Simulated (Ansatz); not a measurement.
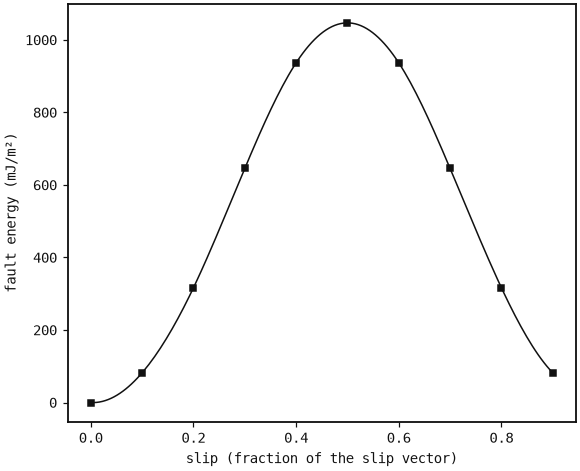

Caption: Fault energy against slip for Si, space group P6/mmm (No. 191).

The points at slip 0.6, 0.7, 0.8 and 0.9 follow from computed ones by symmetry.

The highest fault energy among the points, the barrier to rigid slip along this vector, is 1050 mJ/m² at slip 0.5; no local minimum, hence no metastable fault, shows among the points. The spacing at cut is 2.49 Å.

Calculation (Ansatz 0.2.0): rigid slide of a crystal across a plane by tilting cell vector c, one fault a cell, unrelaxed, by plane-wave density functional theory with PAW datasets, free energies less that of the undisturbed cell; scalar-relativistic. Level: r2SCAN, no spin polarisation.

wave cutoff 500 eV; k mesh 26×26×6; occupations Gaussian; smearing width 0.15 eV; k shift (0, 0, 0) (mesh steps); start relaxed; height of the cut 0 (fraction of cell vector c); slip vector (1, 0) (multiples of cell vectors a and b).

Structure:
```xyz
4
Lattice="-2.6290 0.0000 0.0000 -1.3145 -2.2768 0.0000 0.0000 0.0000 9.9752" Properties=species:S:1:pos:R:3 pbc="T T T"
Si    0.0000    0.0000    8.7283
Si    0.0000    0.0000    1.2469
Si    0.0000    0.0000    3.7407
Si    0.0000    0.0000    6.2345
```
